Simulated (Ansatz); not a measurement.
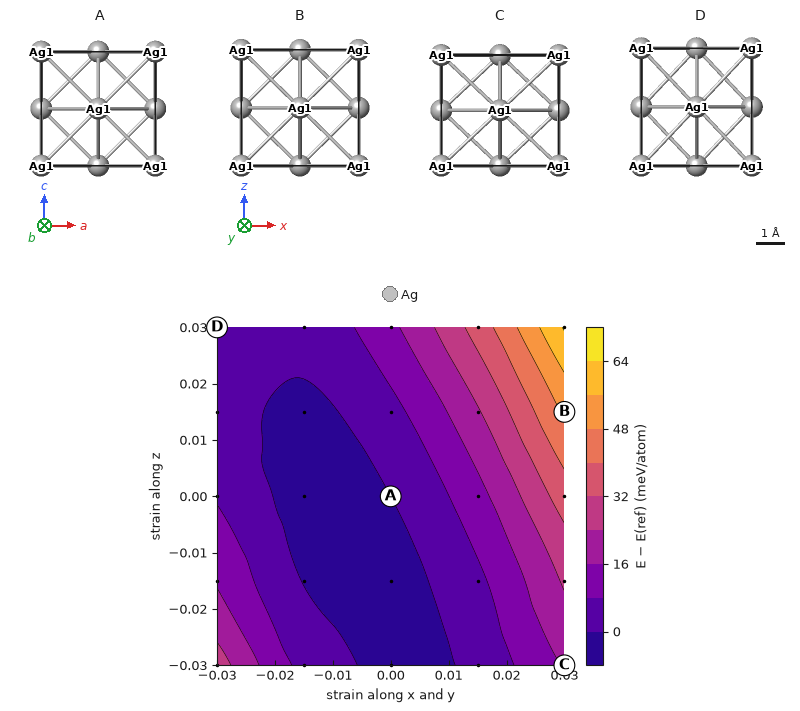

A crystal of Ag (Fm-3m): the cell is strained equally along x and y and separately along z, with the atoms kept at their fractional coordinates. x, y and z are the Cartesian axes of the input. The map is interpolated between the computed points (dots). The lettered frames are marked on it. The picture is a ball-and-stick view of the conventional cell (4 times the calculation's cell), seen along the b axis. Lengths and directions refer to the drawn axes.

The calculation used Ansatz, DFT PBEsol, scalar-relativistic, plane waves, PAW. Settings: plane-wave cutoff 420 eV; k-point mesh 20 × 20 × 20; occupations gaussian; smearing width 0.15 eV; no spin polarisation. Energies (free energies at the smearing named) are counted from the cell as listed in its source, which wasn't relaxed.

What does the map show?

Answer. In pairs of (strain along x and y; strain along z): the lowest computed point lies at (−0.015, 0.000) (−2.7 meV/atom), the highest at (0.030, 0.030) (64.7 meV/atom). The valley is tilted: raising the in-plane strain is made harder by raising the strain along z (cross term 0.76 of the geometric mean of the two curvatures). Over the ranges scanned the energy rises more along the first axis, the in-plane strain. The pressure runs from −9.7 GPa at (0.030, 0.030) to 9.8 GPa at (−0.030, −0.030). The frames lie at A (0.000, 0.000): 0.0 meV/atom, B (0.030, 0.015): 49.2 meV/atom, C (0.030, −0.030): 16.6 meV/atom, D (−0.030, 0.030): 3.2 meV/atom.
